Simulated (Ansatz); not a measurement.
## A series of single points on Ti3Al

System: Ti3Al (Pm, 4 atoms in the cell).
Method: DFT LDA, scalar-relativistic, plane waves, PAW, PAW set soft_1, no spin polarisation (Ansatz 0.2.0).

The 6 runs differ only in the geometry, by a shift of atoms along one path in a fixed cell. The shift s is measured from run 4: Ti1 moves along the Cartesian direction (0.00, −1.00, 0.00), and Ti2, Ti3 and Al4 with it in fixed proportion. The structure derives from a Materials Project entry.

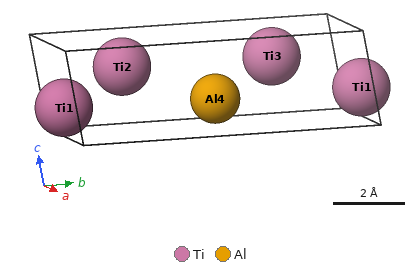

Figure 1. The structure of run 4 (spheres-only view of the cell of the calculation, set on other vectors, seen slightly off an axis; atoms are numbered from 1 in the order of the input).

### Input of run 4
```yaml
crystal:
  lattice:
    - [2.8609400907, 0.0, 0.0]
    - [-1.4304700453, 2.4776467973, 0.0]
    - [0.0, 0.0, 9.0513401041]
  atoms:
    - { symbol: Ti, position: [0.6205279864, 0.3333333333, 0.0] }
    - { symbol: Ti, position: [0.349317629, 0.6666666667, 0.751522362] }
    - { symbol: Ti, position: [0.349317629, 0.6666666667, 0.248477638] }
    - { symbol: Al, position: [0.6918053237, 0.3333333333, 0.5] }
basis:
  ecutwfc: 520.0
kpoints:
  mp_grid: { grid: [15, 15, 6] }
hamiltonian:
  xc: lda
  pseudopotentials: { kind: paw, azcp: { folder: soft_1 } }
scf:
  occupations: { method: gaussian, width: 0.15 }
output:
  forces: true
  stress: true
  eigenvalues: true
```

Command:
```bash
ansatz run input.yaml --threads 2 --pin off --max-ram 4096MiB --backend cpu --events-out ev --progress --plain --runs-dir out
```

Run 2 differs from it as follows:
```diff
-    - { symbol: Ti, position: [0.6205279864, 0.3333333333, 0.0] }
-    - { symbol: Ti, position: [0.349317629, 0.6666666667, 0.751522362] }
-    - { symbol: Ti, position: [0.349317629, 0.6666666667, 0.248477638] }
-    - { symbol: Al, position: [0.6918053237, 0.3333333333, 0.5] }
+    - { symbol: Ti, position: [0.6738043453, 0.4398860511, 0.0] }
+    - { symbol: Ti, position: [0.3308605542, 0.629752517, 0.751522362] }
+    - { symbol: Ti, position: [0.3308605542, 0.629752517, 0.248477638] }
+    - { symbol: Al, position: [0.6627777029, 0.2752780916, 0.5] }
```

### Results, with one run withheld

| run | shift s of Ti1 (Å) | free energy per atom, from the lowest run given (meV) | pressure (GPa) | force along the path (eV/Å) |
| --- | --- | --- | --- | --- |
| 1 | −0.3960 | 32.59 | −0.99 | 0.451 |
| 2 | −0.2640 | ? | ? | ? |
| 3 | −0.1320 | 4.92 | −0.30 | 0.271 |
| 4 | 0.0000 | 0.00 | −0.15 | 0.021 |
| 5 | 0.2640 | 18.27 | −0.66 | −0.609 |
| 6 | 0.3960 | 44.66 | −1.29 | −1.001 |

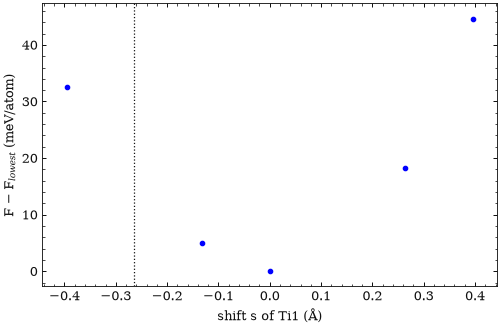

Figure 2. Free energy per atom of the runs given; the dotted line marks run 2.

Estimate the energy of run 2 from the others.

A cubic polynomial in the coordinate, fitted to the 5 runs given, misses them by at most 0.11 meV per atom. With x = s − 0.0264, it reads F = 0.13889 + 7.6045 x + 256.27 x² + 133.34 x³ (meV per atom). At run 2 it gives 16.28 meV per atom, and the run itself gives 17.14. The slope of the fit gives a force −dF/ds of 0.430 eV/Å along the path (summed over the atoms that move), and the printed forces give 0.449 eV/Å. The fit has its minimum at s = 0.0114 Å. So low a polynomial doesn't follow these energies more closely.

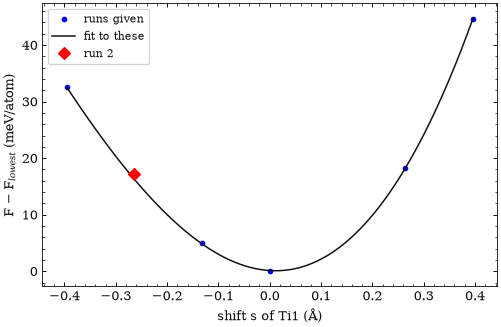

Figure 3. The fit and the withheld run.

### Output, shortened to warnings, some set-up lines, iterations and results (run 2)
```
Warning: [file] the record states the generating functional pbe (its physics header spells it `PBE`), which answers neither for hamiltonian.xc's functional nor for the lda family's — results may be inconsistent (PPs are generated against a specific XC)
Warning: [file] the record states the generating functional pbe (its physics header spells it `PBE`), which answers neither for hamiltonian.xc's functional nor for the lda family's — results may be inconsistent (PPs are generated against a specific XC)
Basis set: ecut = 520 eV, 1737 PW (Γ)
Symmetry: 2 space group operations
k-points: 452 of 1350 (time reversal used)
Initial density: superposition of atomic densities (chi_scale 0.1, normalization cell, long waves kept (reshape's long-wave potential 0.04 eV rms))
[...]
SCF iter   1: F=—  HF=-7865.284776 eV  |F-HF|=—  |Δ(HF+E_count)|=         —  Δρ=5.40e-2  dr2=8.16e0  ethr=3.10e-3  ⟨swp⟩=4.8  Hψ=40044  notcnv=0
SCF iter   2: F=—  HF=-7864.950309 eV  |F-HF|=—  |Δ(HF+E_count)|=   3.34e-1  Δρ=6.00e-2  dr2=1.42e1  ethr=3.10e-3  ⟨swp⟩=2.2  Hψ=23749  notcnv=0  defer=12
SCF iter   3: F=—  HF=-7864.543859 eV  |F-HF|=—  |Δ(HF+E_count)|=   4.06e-1  Δρ=2.52e-2  dr2=1.96e0  ethr=3.10e-3  ⟨swp⟩=3.7  Hψ=22638  notcnv=0  defer=9
SCF iter   4: F=—  HF=-7864.276954 eV  |F-HF|=—  |Δ(HF+E_count)|=   2.67e-1  Δρ=1.32e-2  dr2=3.09e-1  ethr=3.10e-3  ⟨swp⟩=2.6  Hψ=19264  notcnv=0  defer=25
SCF iter   5: F=—  HF=-7864.251437 eV  |F-HF|=—  |Δ(HF+E_count)|=   2.55e-2  Δρ=4.94e-3  dr2=3.61e-2  ethr=7.93e-4  ⟨swp⟩=2.0  Hψ=13887  notcnv=0  defer=23
SCF iter   6: F=—  HF=-7864.246825 eV  |F-HF|=—  |Δ(HF+E_count)|=   4.61e-3  Δρ=1.19e-3  dr2=2.17e-3  ethr=9.26e-5  ⟨swp⟩=1.6  Hψ=11700  notcnv=0  defer=23
SCF iter   7: F=—  HF=-7864.246627 eV  |F-HF|=—  |Δ(HF+E_count)|=   1.98e-4  Δρ=1.61e-4  dr2=1.17e-5  ethr=5.57e-6  ⟨swp⟩=1.5  Hψ=11250  notcnv=0  defer=23
SCF iter   8: F=—  HF=-7864.246622 eV  |F-HF|=—  |Δ(HF+E_count)|=   5.54e-6  Δρ=3.12e-5  dr2=7.80e-7  ethr=3.00e-8  ⟨swp⟩=2.0  Hψ=13738  notcnv=0  defer=22
SCF iter   9: F=-7864.246622 eV  HF=-7864.246622 eV  |F-HF|=4.92e-9  |Δ(HF+E_count)|=   1.96e-7  Δρ=4.25e-6  dr2=7.04e-9  ethr=2.56e-10  ⟨swp⟩=5.8  Hψ=45390  notcnv=0
SCF 1 converged in 9 iterations: F = -7864.246622 eV  dr2 = 7.04e-9
SCF converged after 9 iterations
Free energy (F): -7864.246622 eV
Harris-Foulkes:  -7864.246622 eV  (|F-HF|=4.92e-9)
Internal energy: -7864.197458 eV  (E = F + TS)
E sigma→0 (E₀):  -7864.222040 eV
Entropy (-TS):   -0.049164 eV (-12.291 meV/atom)
Fermi energy:    12.354426 eV
--- Per-component energies (eV) ---
  E_band       = -466.403866
  E_kinetic    = 870.812327
  E_local      = -3663.940352  (includes V_loc(G=0)·N_el)
  E_nonlocal   = 206.682194
  E_hartree    = 1558.404485
  E_xc         = -384.325363
  E_vxc        = -466.597381  (∫ρ·V_xc dr)
  E_paw        = -3427.949332  (= ΣΔE_a)
  E_vpaw       = -530.167735  (= ΣTr[D̂ρ^β])
  E_aug_tail   = -0.000082  (compensation charges beyond the density's cutoff)
  E_ewald      = -3024.914904
  E_core_change = 1.033569  (= ΣΔE_core)
  E_smearing   = -0.049164  (= −TS)
  E_closure    = 0.000000  (closes the sum)
  Σ components = -7864.246622   (vs F -7864.246622, Δ=0.00e0)
--- Forces (eV/Å), atoms counted from 1 ---
  atom   1  Ti     0.26441342    -0.31627544     0.00000000
  atom   2  Ti    -0.11835717     0.09957828     0.00043483
  atom   3  Ti    -0.11835717     0.09957828    -0.00043483
  atom   4  Al    -0.02770208     0.11712447     0.00000000
  max |Σ_I F_I| component: 5.60e-6 eV/Å
--- Stress (GPa, compression-positive) ---
        0.354937      -1.025855       0.000000
       -1.025855      -1.996339       0.000000
        0.000000       0.000000      -0.198518
  P = ⅓ Tr σ = -0.6133 GPa (-6.133 kbar)
```

Warnings of the run: the PAW datasets were made with another functional.
